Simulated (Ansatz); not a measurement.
Mo: single-point calculation (part 2 of 2)

Mo (slab, 27 atoms in the cell); DFT PBE+D3(BJ), scalar-relativistic, plane waves, PAW, no spin polarisation (Ansatz 0.2.0); cutoff 420 eV, 3×3×1 k-mesh, Gaussian smearing of 0.1 eV. The structure derives from an entry of the Crystallography Open Database. It belongs to a series of runs on one base structure; here: the slab at its places in the relaxed adsorbed structure.

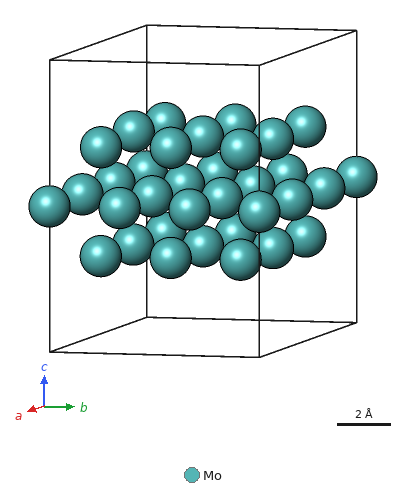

Fig. 1: The input geometry (spheres-only view of the cell of the calculation, with the vacuum cut short, seen slightly off an axis). An atom can appear more than once, as a periodic image.

Output, continued:
```
  k-point 2: bands = ["-59.1640", "-59.1088", "-59.0477", "-59.0249", "-59.0151", "-58.9993", "-58.9733", "-58.9489", "-58.9312", "-58.8451", "-58.8069", "-58.7998", "-58.7747", "-58.7496", "-58.7387", "-58.7312", "-58.7268", "-58.7188", "-58.7158", "-58.7132", "-58.6988", "-58.6962", "-58.6847", "-58.6488", "-58.6419", "-58.6281", "-58.6237", "-33.8794", "-33.7336", "-33.7269", "-33.7075", "-33.6915", "-33.6623", "-33.6402", "-33.5968", "-33.5721", "-33.5475", "-33.5351", "-33.5002", "-33.4813",
      "-33.4725", "-33.4664", "-33.4185", "-33.4097", "-33.3848", "-33.3630", "-33.3402", "-33.2548", "-33.2410", "-33.2284", "-33.2005", "-33.1769", "-33.1692", "-33.1389", "-33.1246", "-33.0902", "-33.0593", "-33.0206", "-33.0113", "-32.9640", "-32.9592", "-32.9488", "-32.9158", "-32.9111", "-32.8959", "-32.8871", "-32.8818", "-32.8780", "-32.8713", "-32.8435", "-32.8384", "-32.8315", "-32.8268", "-32.8248", "-32.8137", "-32.7904", "-32.7626", "-32.7444", "-32.7361", "-32.6965",
      "-32.6709", "-32.6534", "-32.6345", "-32.6108", "-32.6017", "-32.5926", "-32.5802", "-32.5715", "-32.5679", "-32.5403", "-32.5272", "-32.5153", "-32.5114", "-32.4885", "-32.4797", "-32.4655", "-32.4468", "-32.3826", "-32.3796", "-32.3664", "-32.3585", "-32.3477", "-32.3248", "-32.2783", "-32.2687", "-32.2576", "-32.2539", "-32.2435", "-4.0149", "-3.1376", "-2.8352", "-2.6752", "-2.6005", "-2.5930", "-2.4490", "-2.4024", "-2.3953", "-2.3733", "-2.3406", "-2.1641",
      "-2.1508", "-2.1426", "-2.0241", "-1.9182", "-1.8968", "-1.8849", "-1.7881", "-1.7398", "-1.6972", "-1.6680", "-1.6474", "-1.5489", "-1.4251", "-1.2748", "-1.1127", "-1.0944", "-1.0838", "-1.0528", "-0.9562", "-0.9401", "-0.9169", "-0.8831", "-0.8682", "-0.7875", "-0.7293", "-0.7264", "-0.7116", "-0.6757", "-0.6627", "-0.6017", "-0.4372", "-0.4192", "-0.3919", "-0.3768", "-0.3264", "-0.3179", "-0.3098", "-0.0703", "0.0242", "0.0843",
      "0.1601", "0.2533", "0.3951", "0.4589", "0.5157", "0.5594", "0.6831", "0.8073", "0.8229", "0.8310", "0.9024", "0.9377", "0.9581", "0.9832", "1.0700", "1.1024", "1.1841", "1.4407", "1.4596", "1.4728", "1.6580", "1.7117", "1.7550", "1.7815", "1.8558", "1.8903", "1.9950", "2.0284", "2.1917", "2.2281", "2.2794", "2.3134", "2.4943", "2.6233", "2.6472", "2.6762", "2.7101", "2.7332", "2.9082", "3.0053",
      "3.0195", "3.0543", "3.2196", "3.2624", "3.2735", "3.2984", "3.3171", "3.3330", "3.3561", "3.4265", "3.4919", "3.5404", "3.5529", "3.5618", "3.6920", "3.7143", "3.7672", "3.7765", "3.8460", "3.8641", "3.8844", "3.8986", "3.8993", "3.9287", "3.9968", "4.1057", "4.1770"]
  k-point 4: bands = ["-59.1546", "-59.0770", "-59.0744", "-59.0734", "-58.9985", "-58.9966", "-58.9576", "-58.9555", "-58.9257", "-58.8344", "-58.7958", "-58.7840", "-58.7767", "-58.7664", "-58.7606", "-58.7582", "-58.7285", "-58.7116", "-58.7085", "-58.7045", "-58.6983", "-58.6827", "-58.6725", "-58.6717", "-58.6647", "-58.6250", "-58.5981", "-33.8439", "-33.8228", "-33.8145", "-33.7805", "-33.7715", "-33.6802", "-33.5973", "-33.5924", "-33.5708", "-33.5415", "-33.5388", "-33.5256", "-33.5053",
      "-33.4701", "-33.4554", "-33.4189", "-33.3696", "-33.3624", "-33.3600", "-33.3218", "-33.3177", "-33.3154", "-33.3107", "-33.1603", "-33.1094", "-33.1086", "-33.0764", "-33.0496", "-33.0475", "-33.0390", "-33.0372", "-33.0296", "-32.9313", "-32.9270", "-32.9122", "-32.8961", "-32.8906", "-32.8844", "-32.8776", "-32.8705", "-32.8654", "-32.8308", "-32.8160", "-32.8130", "-32.8053", "-32.8017", "-32.7580", "-32.7451", "-32.7242", "-32.7129", "-32.7112", "-32.7042", "-32.6921",
      "-32.6754", "-32.6294", "-32.6088", "-32.6071", "-32.6014", "-32.5974", "-32.5929", "-32.5801", "-32.5614", "-32.5455", "-32.5171", "-32.5106", "-32.4998", "-32.4909", "-32.4714", "-32.4601", "-32.4421", "-32.4292", "-32.4193", "-32.4056", "-32.4041", "-32.3592", "-32.3581", "-32.3537", "-32.3453", "-32.3407", "-32.3378", "-32.3359", "-3.8747", "-3.1072", "-2.7938", "-2.7124", "-2.6033", "-2.5563", "-2.5376", "-2.5340", "-2.4465", "-2.4282", "-2.3382", "-2.3162",
      "-2.2633", "-2.0845", "-2.0654", "-1.9211", "-1.8742", "-1.8395", "-1.8160", "-1.5218", "-1.5205", "-1.4817", "-1.4597", "-1.3705", "-1.0864", "-1.0692", "-1.0169", "-0.9948", "-0.9786", "-0.9726", "-0.8505", "-0.8402", "-0.8095", "-0.7954", "-0.7668", "-0.7651", "-0.7178", "-0.6864", "-0.6722", "-0.6398", "-0.6206", "-0.5082", "-0.4912", "-0.3218", "-0.2818", "-0.2353", "-0.0128", "0.0434", "0.0567", "0.0630", "0.0949", "0.1174",
      "0.1327", "0.2617", "0.2983", "0.3052", "0.3306", "0.7007", "0.7464", "0.7538", "0.7798", "0.7942", "0.8180", "0.8512", "0.9126", "0.9298", "1.0905", "1.0979", "1.2400", "1.2712", "1.2833", "1.2973", "1.3486", "1.3953", "1.3977", "1.4166", "1.4403", "1.6708", "1.7524", "1.8749", "1.9393", "1.9443", "2.0469", "2.1283", "2.1766", "2.2228", "2.2533", "2.2767", "2.3575", "2.3920", "2.4350", "2.4641",
      "2.6406", "2.6785", "2.7018", "2.7467", "2.7807", "2.9566", "2.9642", "3.0143", "3.1287", "3.2785", "3.3385", "3.3603", "3.3819", "3.4392", "3.5354", "3.5643", "3.6395", "3.6735", "3.6951", "3.7263", "3.7913", "3.8274", "3.8360", "3.8590", "3.9328", "3.9899", "4.2162"]
```

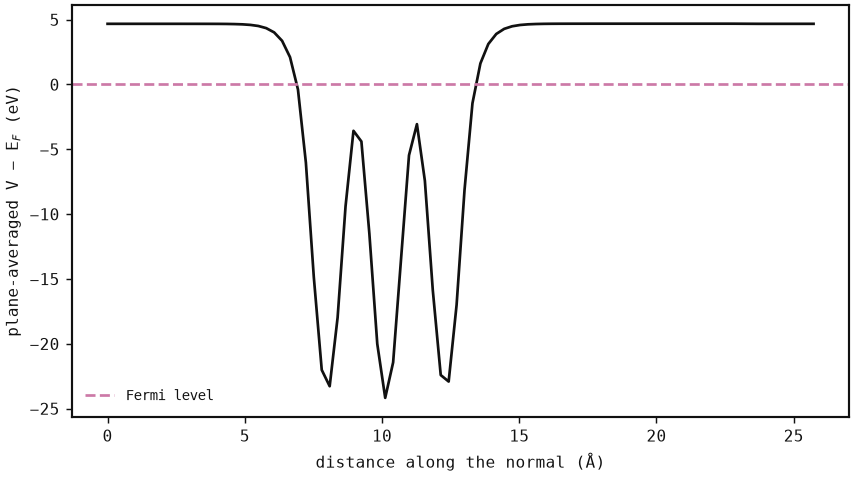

Fig. 2: Plane average of the electrostatic potential energy of an electron across the cell, from the Fermi level. The vacuum level lies 4.69 eV above the Fermi level.

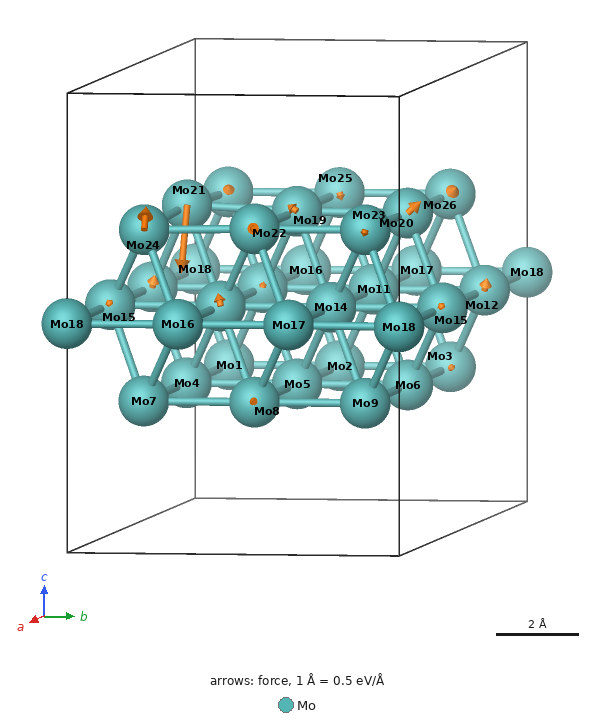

Fig. 3: Forces on the atoms as orange arrows (ball-and-stick view of the cell of the calculation, with the vacuum cut short, seen slightly off an axis; atoms are numbered from 1 in the order of the input); the smallest are left out. The largest act on Mo21 (0.84 eV/Å); Mo24 (0.36 eV/Å). The geometry is not a stationary point of this energy.

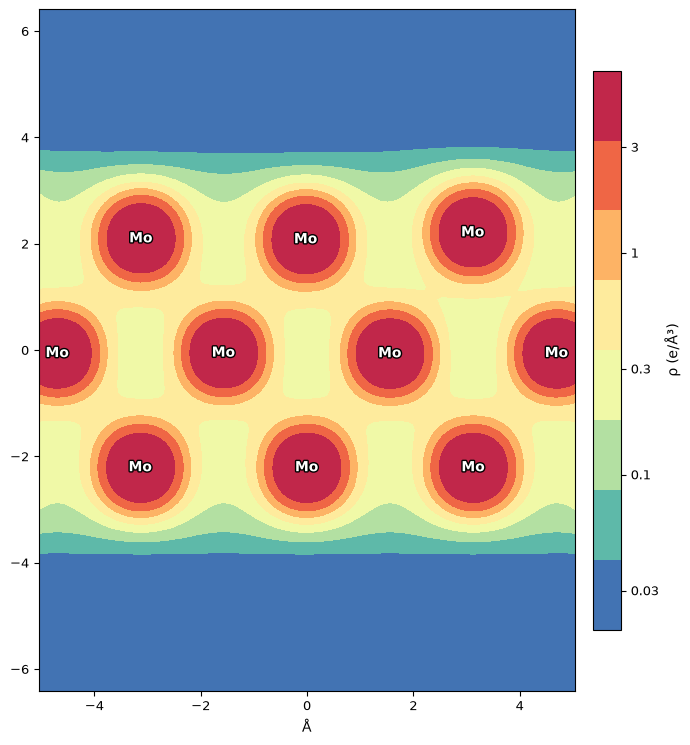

Fig. 4: Valence charge density (pseudo) on the (11̄0) plane of the calculation cell, a cut from vacuum to vacuum. Atoms in the plane: Mo. Mo–Mo (2.64 Å): ρ at the midpoint is about 0.45 e/Å³. Mo–Mo (2.65 Å): ρ is about 0.44 e/Å³ halfway. Mo–Mo (2.76 Å): the density is about 0.37 e/Å³ at the midpoint. The density dies away to nearly zero in the vacuum. The fields are those of the smooth PAW valence density.

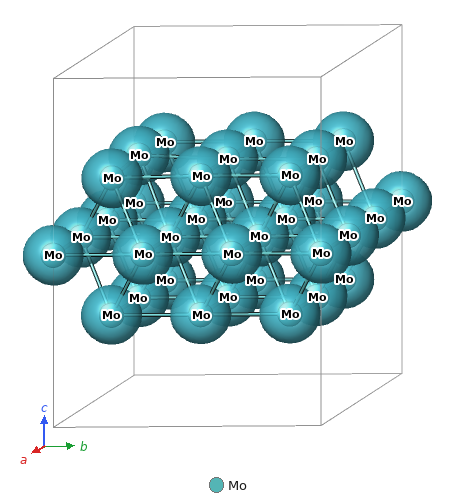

Fig. 5: Isosurface of the valence pseudo-density at 1 e/Å³ (cyan), seen slightly off an axis. Sticks mark near contacts. At this value the density breaks into separate islands; it holds about 65 % of the electrons treated as valence (semicore included). It is pinched off along the Mo–Mo (2.62 Å), Mo–Mo (2.66 Å), Mo–Mo (2.70 Å) and Mo–Mo (2.76 Å) contacts. On the grid the lowest density along these lines, outside the cores, is 0.47 e/Å³ (Mo–Mo, 2.62 Å), 0.43 e/Å³ (Mo–Mo, 2.66 Å), 0.39 e/Å³ (Mo–Mo, 2.70 Å) and 0.37 e/Å³ (Mo–Mo, 2.76 Å).

The run was set up as follows.

The input:
```yaml
crystal:
  lattice:
    - [8.1325419176, 0.0, 0.0]
    - [-2.7108473059, 7.6674340509, 0.0]
    - [0.0, 0.0, 26.0114951133]
  atoms:
    - { symbol: Mo, position: [0.1666666667, 0.1666666667, 0.307556331] }
    - { symbol: Mo, position: [0.1666666667, 0.5, 0.307556331] }
    - { symbol: Mo, position: [0.1666666667, 0.8333333333, 0.307556331] }
    - { symbol: Mo, position: [0.5, 0.1666666667, 0.307556331] }
    - { symbol: Mo, position: [0.5, 0.5, 0.307556331] }
    - { symbol: Mo, position: [0.5, 0.8333333333, 0.307556331] }
    - { symbol: Mo, position: [0.8333333333, 0.1666666667, 0.307556331] }
    - { symbol: Mo, position: [0.8333333333, 0.5, 0.307556331] }
    - { symbol: Mo, position: [0.8333333333, 0.8333333333, 0.307556331] }
    - { symbol: Mo, position: [0.334661971, 0.3322256601, 0.3904756011] }
    - { symbol: Mo, position: [0.3330025525, 0.6662430861, 0.389808663] }
    - { symbol: Mo, position: [0.3328694201, 6.18802e-05, 0.3899762455] }
    - { symbol: Mo, position: [0.6666701673, 0.3339792208, 0.3901219202] }
    - { symbol: Mo, position: [0.66713243, 0.6668194393, 0.3900142697] }
    - { symbol: Mo, position: [0.6655230205, 0.0013071359, 0.3903669209] }
    - { symbol: Mo, position: [0.0004783358, 0.3338531745, 0.389995163] }
    - { symbol: Mo, position: [-0.0001992137, 0.6667707589, 0.3903985793] }
    - { symbol: Mo, position: [-3.89515e-05, -0.0005486224, 0.3897087319] }
    - { symbol: Mo, position: [0.5026710832, 0.500588556, 0.4726340771] }
    - { symbol: Mo, position: [0.4985682449, 0.8322870336, 0.4717292113] }
    - { symbol: Mo, position: [0.4973888519, 0.1677415596, 0.4774199238] }
    - { symbol: Mo, position: [0.8346897175, 0.5010262814, 0.4730900943] }
    - { symbol: Mo, position: [0.8331504956, 0.8337059489, 0.4731260503] }
    - { symbol: Mo, position: [0.8362078458, 0.1693404984, 0.4713802058] }
    - { symbol: Mo, position: [0.1670030937, 0.4992578915, 0.4730101842] }
    - { symbol: Mo, position: [0.1641901428, 0.8316228181, 0.4724422394] }
    - { symbol: Mo, position: [0.1666848456, 0.1638207537, 0.4725002025] }
basis:
  ecutwfc: 420
kpoints:
  mp_grid: { grid: [3, 3, 1] }
hamiltonian:
  xc: pbe
  dispersion: d3bj
scf:
  occupations: { method: gaussian, width: 0.1 }
output:
  forces: true
  eigenvalues: true
  write_density: true
  volumetric_format: npy
efield:
  axis: 3
  dipole_correction: true
  ramp_width: 0.04
```

Launched with:
```bash
ansatz run input.yaml --threads 8 --pin off --max-ram 20480MiB --backend cpu --events-out ev --progress --plain --runs-dir out
```

Summary:

```json
{"quantity": "outcome", "value": "converged"}
{"quantity": "electrons treated", "value": "378"}
{"quantity": "free energy", "value": "−133802.7279 eV"}
{"quantity": "work function, top face", "value": "4.69 eV"}
{"quantity": "work function, bottom face", "value": "4.68 eV"}
{"quantity": "Fermi energy", "value": "2.087 eV"}
{"quantity": "gap on the k-point mesh", "value": "none (metallic)"}
{"quantity": "work function (upper face)", "value": "4.69 eV"}
{"quantity": "largest force (length of the vector)", "value": "0.844 eV/Å"}
{"quantity": "hardware", "value": "8 threads of Intel Xeon (Granite Rapids), 32 GiB of memory available, shared host"}
{"quantity": "wall time", "value": "16 s (CPU time 2 min)"}
{"quantity": "peak memory", "value": "7.2 GiB"}
```
